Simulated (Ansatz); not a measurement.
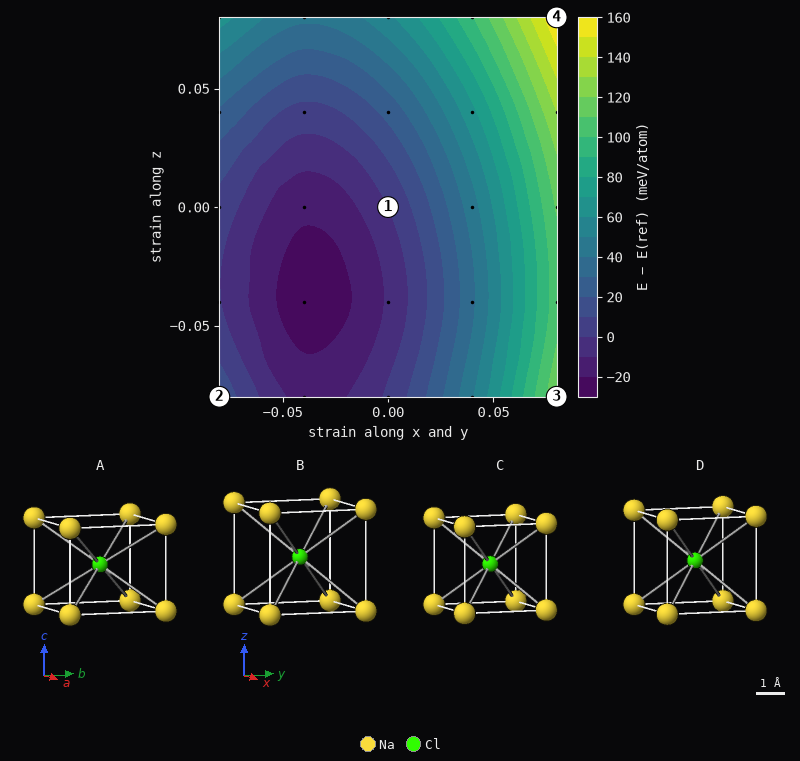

A scan of a crystal of NaCl (Pm-3m): the cell is strained equally along x and y and separately along z, with the atoms kept at their fractional coordinates. x, y and z are the Cartesian axes of the input. The map is interpolated between the computed points (dots). The frames are shuffled; each belongs to one numbered point. A ball-and-stick model of the cell of the calculation, seen slightly off an axis.

Method: DFT LDA, scalar-relativistic, plane waves, PAW (Ansatz 0.2.0). Set-up: plane-wave cutoff 420 eV; k-point mesh 6 × 6 × 6; occupations gaussian; smearing width 0.05 eV; no spin polarisation. Energies (free energies at the smearing named) are counted from the cell as listed in its source, which wasn't relaxed.

Which frame belongs to which numbered point?

Answer. Point 1 is frame D, at (0.000, 0.000) and 0.0 meV/atom; 2 is frame C, at (−0.080, −0.080) and 16.7 meV/atom; 3 is frame A, at (0.080, −0.080) and 118.3 meV/atom; 4 is frame B, at (0.080, 0.080) and 158.9 meV/atom. In pairs of (strain along x and y; strain along z): the lowest computed point lies at (−0.040, −0.040) (−25.3 meV/atom), the highest at (0.080, 0.080) (158.9 meV/atom).  Over the ranges scanned the energy rises more along the first axis, the in-plane strain. The pressure runs from −5.3 GPa at (0.080, 0.080) to 6.4 GPa at (−0.080, −0.080).
